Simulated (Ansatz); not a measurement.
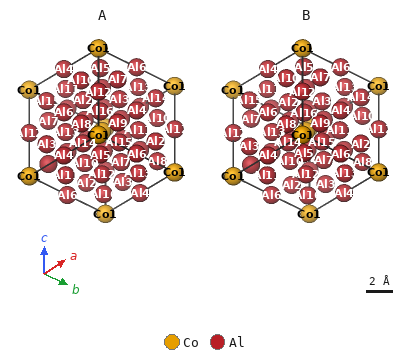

Two geometries of a defect cell of composition Al15Co (coarse preliminary run), drawn at one scale. One is the start of a relaxation, the other its converged end. Style: spheres-only. Shown: the conventional cell (2 times the calculation's cell), from a free direction. Lengths and directions refer to the drawn axes.

These are results of DFT PBE, scalar-relativistic, plane waves, PAW in Ansatz, not measurements. Settings: plane-wave cutoff 420 eV; k-point mesh 1 × 1 × 1; occupations gaussian; smearing width 0.1 eV; collinear spin; atoms relaxed in a fixed cell; force threshold 0.025 eV/Å; at most 45 steps.

Which geometry has the lower energy?

Answer. Structure B is the relaxed one. Case: Co on a Al site (a), charge +0, atoms relaxed at the host's cell. The largest moves, 0.19 Å, are those of 12 atoms (Al2, Al3, Al5, Al7 and others). Al10 goes along [1 0 1]. Co stays in place. The cell stays as it was. Near-neighbour distances that change, for instance: Al10–Al11 2.858 → 3.063 Å, Al11–Al12 2.858 → 3.051 Å, Al10–Al13 2.858 → 2.665 Å, Co1–Al10 2.858 → 2.665 Å. The energy falls by 1.121 eV per cell of the calculation in 3 accepted moves (5 points after the start). Largest force component: 0.59 eV/Å at the start, 0.0062 eV/Å at the end. The line search rejected the trial step at point 2 of the run. 1 step only repeated the SCF at the same geometry. The run took 10 s on 4 threads of Arm Neoverse N1 (shared host), peak memory 0.44 GiB.

Limits of the set-up: the k-point mesh is coarse for a cell with partly filled bands; the periodic images lie only 7.0 Å apart, so the values are limited by the cell's size.
